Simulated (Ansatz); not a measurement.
Input file:

```
crystal:
  lattice:
    - [6.6160010973, 0.0, 0.0]
    - [0.0, 9.3564384638, 0.0005591504]
    - [0.0, 2.3393540109, 4.0943600561]
  atoms:
    - { symbol: Ta, position: [0.1668319771, 0.25, 0.0] }
    - { symbol: Ta, position: [0.1668319771, 0.75, 0.0] }
    - { symbol: Ta, position: [0.8326824328, 0.25, 0.5] }
    - { symbol: Ta, position: [0.8326824328, 0.75, 0.5] }
    - { symbol: Ta, position: [0.5004732977, 0.5, 0.5] }
    - { symbol: Ta, position: [0.5004732977, 0.0, 0.5] }
    - { symbol: Si, position: [0.5001564553, 0.1598193902, 0.8406235308] }
    - { symbol: Si, position: [0.5001564553, 0.6598193902, 0.8406235308] }
    - { symbol: Si, position: [0.8332132326, 0.0802048407, 0.1593857067] }
    - { symbol: Si, position: [0.8332132326, 0.5802048407, 0.1593857067] }
    - { symbol: Si, position: [0.1666364583, 0.0799233647, 0.6804024312] }
    - { symbol: Si, position: [0.1666364583, 0.5799233647, 0.6804024312] }
    - { symbol: Si, position: [0.5001564553, 0.3401806098, 0.1593764692] }
    - { symbol: Si, position: [0.5001564553, 0.8401806098, 0.1593764692] }
    - { symbol: Si, position: [0.8332132326, 0.4197951593, 0.8406142933] }
    - { symbol: Si, position: [0.8332132326, 0.9197951593, 0.8406142933] }
    - { symbol: Si, position: [0.1666364583, 0.4200766353, 0.3195975688] }
    - { symbol: Si, position: [0.1666364583, 0.9200766353, 0.3195975688] }
basis:
  ecutwfc: 420
kpoints:
  mp_grid: { grid: [5, 4, 9] }
hamiltonian:
  xc: lda
scf:
  occupations: { method: gaussian, width: 0.1 }
output:
  forces: true
  stress: true
  eigenvalues: true
  write_density: true
  write_potential: true
  elf: true
  volumetric_format: npy
```

Run with:

```sh
ansatz run input.yaml --threads 8 --pin off --max-ram 28672MiB --backend cpu --events-out ev --progress --plain --runs-dir out
```

Space group C222; a structure from a database of computed crystals, not necessarily the ambient phase; changed on purpose from its base cell (band edges of the strained film's bulk).

Method: Ansatz, DFT LDA, scalar-relativistic, plane waves, PAW.

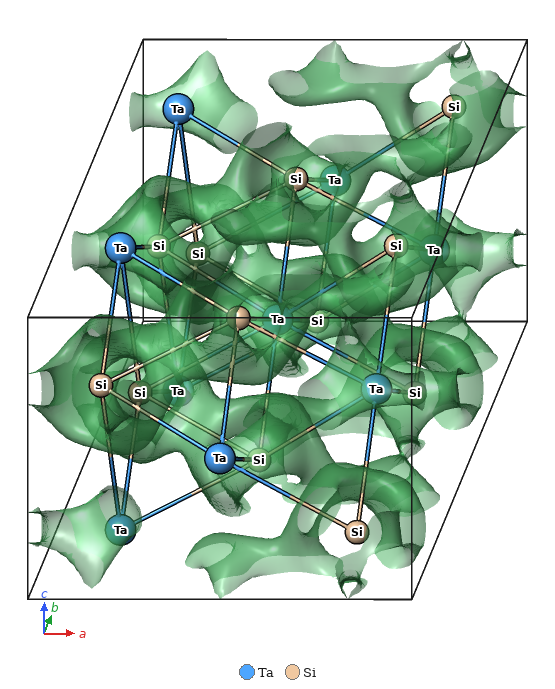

TaSi2. Isosurface of the electron localisation function at 0.65 (green), seen at an oblique angle. Only the valence region is drawn (cores and ρ < 0.01 e/Å³ removed). Sticks mark near contacts.

Core electrons are frozen (PAW), and the valence fields are smoothed inside the atomic spheres.

Q: Where are the electrons localised?

A: At this value the surface marks out channels that run through the cell in one direction, counted in one cell of 18 atoms. Regions shared between cells count once. Along the contacts the grid gives the following. Si–Si (2.56 Å): the ELF peaks at about 0.70 between the atoms. Ta–Si (2.60 Å): the ELF peaks at about 0.75 in the valence shell of Si, 0.9 Å from its nucleus, and is about 0.40 at the midpoint.
